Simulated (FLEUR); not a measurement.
# free Co(001) film, 6 layers: anisotropy by force theorems, part 2 of 2

One state of free Co(001) film, 6 layers is converged without symmetry. Force theorems then give its anisotropy.

FLEUR MaX-R8.1; PBE; all-electron FLAPW film, Dirac cores, scalar-relativistic bands.

So far. Step 2 (Self-consistent state): After 61 cycles the largest moment stands at 1.92 μB.

### 5. Spin–orbit coupling, moments along z

Level of this step: PBE; all-electron FLAPW film, Dirac cores, scalar-relativistic bands with spin-orbit coupling (FLEUR).

Spin–orbit coupling ties the spins to the lattice and lets orbital moments form.

A new self-consistent run of the start ferro ++++++, with the moments along z. The k list default-1 (kpts.xml, not shown) is a Γ-centred 30×30×1 mesh.

Input file inp.xml:

```
<?xml version="1.0" encoding="UTF-8" standalone="no"?>
<fleurInput fleurInputVersion="0.39">
   <comment>
      Co
   </comment>
   <calculationSetup>
      <cutoffs Kmax="3.64" Gmax="10.9" GmaxXC="10.9" numbands="222"/>
      <scfLoop itmax="150" minDistance="0.00002" maxIterBroyd="15" imix="Anderson" alpha="0.03" precondParam="0.0" spinf="2.0" sdNocoIR="T"/>
      <coreElectrons ctail="T" frcor="F" kcrel="0" coretail_lmax="0"/>
      <xcFunctional name="pbe" relativisticCorrections="F"/>
      <magnetism jspins="2"/>
      <soc l_soc="T" theta="0.0" phi="0.0" spav="F"/>
      <expertModes spex="0" secvar="F"/>
      <geometryOptimization l_f="F" forcealpha="1.0" forcemix="BFGS" epsdisp="0.00001" epsforce="0.00001"/>
      <ldaU l_linMix="F" mixParam="0.05" spinf="1.0"/>
   </calculationSetup>
   <cell>
      <bzIntegration valenceElectrons="102.0" mode="hist" fermiSmearingEnergy="0.00183747">
         <kPointListSelection listName="default-1"/>
         <xi:include xmlns:xi="http://www.w3.org/2001/XInclude" href="kpts.xml"> </xi:include>
      </bzIntegration>
      <xi:include xmlns:xi="http://www.w3.org/2001/XInclude" href="sym.xml"> </xi:include>
      <filmLattice scale="1.0" dVac="22.05" dTilda="24.55">
         <bravaisMatrixFilm>
            <row-1>    4.7369764765348199     0.0000000000000000</row-1>
            <row-2>    0.0000000000000000     4.7369764765348199</row-2>
         </bravaisMatrixFilm>
         <vacuumEnergyParameters vacuum="1" spinUp="-.25" spinDown="-.25"/>
      </filmLattice>
   </cell>
   <atomSpecies>
      <species name="Cobalt (Co2.000" element="Co" atomicNumber="27">
         <mtSphere radius="2.25" gridPoints="745" logIncrement="0.016"/>
         <atomicCutoffs lmax="8" lnonsphr="6"/>
         <electronConfig flipSpins="F">
            <coreConfig>(1s1/2) (2s1/2) (2p1/2) (2p3/2)</coreConfig>
            <valenceConfig>(3s1/2) (3p1/2) (3p3/2) (4s1/2) (3d3/2) (3d5/2)</valenceConfig>
            <stateOccupation state="(3d3/2)" spinUp="1.5" spinDown="1.3"/>
            <stateOccupation state="(3d5/2)" spinUp="3.0" spinDown="1.2"/>
         </electronConfig>
         <energyParameters s="4" p="4" d="3" f="4"/>
         <lo type="SCLO" l="0" n="3" eDeriv="0"/>
         <lo type="SCLO" l="1" n="3" eDeriv="0"/>
      </species>
   </atomSpecies>
   <atomGroups>
      <atomGroup species="Cobalt (Co2.000">
         <filmPos label="                   1">-1.000/4.000 -1.000/4.000 -8.3738592360</filmPos>
         <filmPos label="                   6">1.000/4.000 1.000/4.000 8.3738592360</filmPos>
         <force calculate="T" relaxXYZ="TTT"/>
      </atomGroup>
      <atomGroup species="Cobalt (Co2.000">
         <filmPos label="                   2">1.000/4.000 1.000/4.000 -5.0243069008</filmPos>
         <filmPos label="                   5">-1.000/4.000 -1.000/4.000 5.0243069008</filmPos>
         <force calculate="T" relaxXYZ="TTT"/>
      </atomGroup>
      <atomGroup species="Cobalt (Co2.000">
         <filmPos label="                   3">-1.000/4.000 -1.000/4.000 -1.6747545657</filmPos>
         <filmPos label="                   4">1.000/4.000 1.000/4.000 1.6747545657</filmPos>
         <force calculate="T" relaxXYZ="TTT"/>
      </atomGroup>
   </atomGroups>
   <output dos="F" band="F" slice="F">
      <bandDOS minEnergy="-.5*Htr" maxEnergy="0.5*Htr" sigma="0.015" storeEVData="T"/>
      <plotting iplot="0" polar="F">
         <plot TwoD="T" vec1="  1.0  0.0  0.0" vec2="  0.0  1.0  0.0" vec3="  0.0  0.0  1.0" zero="  0.0  0.0 -0.5" file="plot"/>
      </plotting>
      <moessbauerParams electricFieldGradient="F" isomerShift="F" coreHyperfine="F" valenceHyperfine="F"/>
   </output>
</fleurInput>
```

Input file crystal.txt:

```
Co
&input film=T cartesian=F /
2.50670000000  0.00000000000  0.00000000000
0.00000000000  2.50670000000  0.00000000000
0.00000000000  0.00000000000  1.00000000000
1.8897261246
1.0 1.0 1.0

6
27 0.00000000000  0.00000000000  -8.37385923600 : 2.000
27 0.50000000000  0.50000000000  -5.02430690083 : 2.000
27 0.00000000000  0.00000000000  -1.67475456565 : 2.000
27 0.50000000000  0.50000000000  1.67475456565 : 2.000
27 0.00000000000  0.00000000000  5.02430690083 : 2.000
27 0.50000000000  0.50000000000  8.37385923600 : 2.000

&soc 0.0000000 0.0000000 /
&kpt div1=30 div2=30 div3=1 gamma=T /
```

The run is started by

```
> OMP_NUM_THREADS=1 inpgen -f crystal.txt > inpgen.log  # inp.xml is then edited as shown
> OMP_NUM_THREADS=1 mpirun -n 4 fleur_MPI > fleur.log
```

Log:

```text
[banner, memory and clock lines left out]
Welcome to FLEUR        (www.flapw.de)
      MaX-Release 8.1          (www.max-centre.eu)

 ========== k-point set info ==========
 Selected k-point list: default-1
 k-point list type: mesh
 0 x 0 x 0
 Number of k points: 228

 [... set-up left out ...]
 Iteration:     1   Distance:      43.65910651 me/bohr^3
 Iteration:     2   Distance:      71.01658176 me/bohr^3
 Iteration:     3   Distance:      20.20883001 me/bohr^3
 Iteration:     4   Distance:      19.50519656 me/bohr^3
 Iteration:     5   Distance:      15.87067225 me/bohr^3
 Iteration:     6   Distance:       7.15765301 me/bohr^3
 Iteration:     7   Distance:       6.06678172 me/bohr^3
 Iteration:     8   Distance:       5.00266987 me/bohr^3
 Iteration:     9   Distance:       5.71011314 me/bohr^3
 Iteration:    10   Distance:       2.81853229 me/bohr^3
[... 22 iterations left out ...]
 Iteration:    33   Distance:       0.00372441 me/bohr^3
 Iteration:    34   Distance:       0.00211297 me/bohr^3
 Iteration:    35   Distance:       0.00078440 me/bohr^3
 Iteration:    36   Distance:       0.00069779 me/bohr^3
 Iteration:    37   Distance:       0.00039585 me/bohr^3
 Iteration:    38   Distance:       0.00021541 me/bohr^3
 Iteration:    39   Distance:       0.00007459 me/bohr^3
 Iteration:    40   Distance:       0.00005563 me/bohr^3
 Iteration:    41   Distance:       0.00002953 me/bohr^3
 Iteration:    42   Distance:       0.00000957 me/bohr^3

 ********************************************************************
 Run finished successfully
 Stop message:
   all done
 ********************************************************************

--- out.xml (last complete iteration) ---
<iteration numberForCurrentRun="   42" overallNumber="   42">
         [... left out ...]
         <bandgap value="0.0000000000" units="eV"/>
         <sumValenceSingleParticleEnergies value="-141.2282211233" units="Htr"/>
         <FermiEnergy value="-0.1688664187" units="Htr"/>
         [... left out ...]
         <magneticMomentsInMTSpheres units="muBohr">
            <globalMagMoment atomType="1" vec="0.00000   0.00000   1.90957"/>
            <globalMagMoment atomType="2" vec="0.00000   0.00000   1.72506"/>
            <globalMagMoment atomType="3" vec="0.00000   0.00000   1.72222"/>
         </magneticMomentsInMTSpheres>
         <orbitalMomentsInMTSpheres units="muBohr">
            <globalMagMoment atomType="1" vec="0.00000   0.00000   0.09623"/>
            <globalMagMoment atomType="2" vec="0.00000   0.00000   0.07325"/>
            <globalMagMoment atomType="3" vec="0.00000   0.00000   0.07501"/>
         </orbitalMomentsInMTSpheres>
         [... left out ...]
         <totalEnergy value="    -8360.7803799309" units="Htr">
            <sumOfEigenvalues value="    -4897.9850517436">
               <coreElectrons value="-4756.7568306203"/>
               <valenceElectrons value="-141.2282211233"/>
            </sumOfEigenvalues>
         [... left out ...]
            <freeEnergy value="-8360.7826287669"/>
            <extrapolationTo0K value="-8360.7815043489"/>
         </totalEnergy>
         <densityConvergence units="me/bohr^3">
            <chargeDensity spin="1" distance="0.0000033932"/>
            <chargeDensity spin="2" distance="0.0000087891"/>
            <overallChargeDensity distance="0.0000095711"/>
            <spinDensity distance="0.0000092692"/>
         </densityConvergence>
      </iteration>
```

The job ended after 49 min (4 MPI ranks of Arm Neoverse V2, shared host; peak memory 2 GiB; 3.3 h of CPU time).

Spin moment in the muffin-tin sphere by atom:

| atom | spin moment in the muffin-tin sphere (μB) |
| --- | --- |
| Co1 | 1.91 |
| Co2 | 1.73 |
| Co3 | 1.72 |
| Co4 | 1.72 |
| Co5 | 1.73 |
| Co6 | 1.91 |

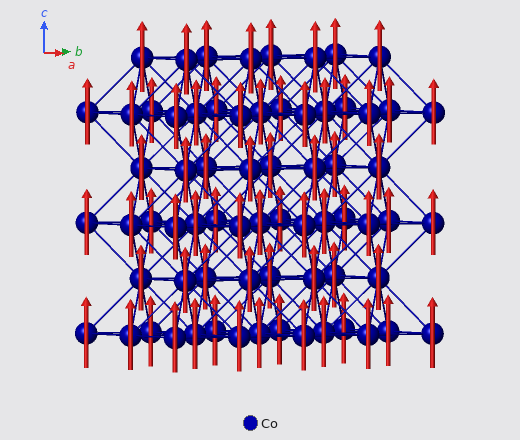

Spin moment in the muffin-tin sphere as arrows, the longest 1.91 μB. Up and down stand for the sign. Arrows give size and sign along the axis of quantisation, drawn up and down the page. 2×4×1 cells are drawn. Some periodic images of atoms are drawn too.

This step gave:

* free energy: -227508.4854 eV
* program's band gap on this mesh (in a metal only a level spacing): 0 eV
* magnetization: 10.38 μB
* final state: ferromagnetic
* orbital moment along the spin: 0.09623 μB

Orbital moment in the sphere, along the spin axis by atom:

| atom | orbital moment in the sphere, along the spin axis (μB) |
| --- | --- |
| Co1 | 0.0962 |
| Co2 | 0.0732 |
| Co3 | 0.0750 |
| Co4 | 0.0750 |
| Co5 | 0.0732 |
| Co6 | 0.0962 |

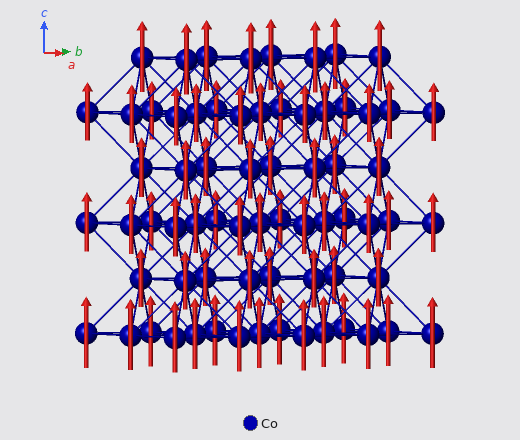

Orbital moment in the sphere, along the spin axis as arrows, the longest 0.0962 μB. Up and down stand for the sign. Arrows give size and sign along the axis of quantisation, drawn up and down the page. 2×4×1 cells are drawn. Some periodic images of atoms are drawn too.

### 6. What came out

| Item | Value |
| --- | --- |
| reference state | ferromagnetic |
| largest sphere moment | 1.92 μB |
| easy direction of those tried | the plane normal to z |
| energy along x less z, force theorem | -0.742 meV a primitive cell |
| orbital moment on the atom of largest spin, along its spin (spin–orbit run) | 0.0962 μB |

**Reading.** By the force theorem the moments prefer the plane normal to z, with no direction in it resolved; shape anisotropy is not in it, and in a film it favours the plane. The difference for the second direction goes from -0.75 meV (mesh 20×20×1, 198 states, 11 min of CPU time) to -0.74 meV (mesh 30×30×1, 198 states, 24 min). The orbital moment is parallel to the spin, as Hund's third rule has it for a shell over half filled. The state was typed, and no other order was converged beside it, so it need not be the ground state.

[Logs and program files are shortened in this print: banners, set-up blocks, solver, clock and traceback lines can be left out without a mark of their own.]

[Logs are printed without paths, hosts, clocks, repeated set-up lines and the standing remarks that a program may print on its own settings, such as how far it seeks lower states.]

[Hosts, paths, dates, database ids (printed as entryN), source tags and the programs' standing remarks are cut or masked in the printed files.]

[Where a cell is said to come from a database of computed structures, the database is the Materials Project.]
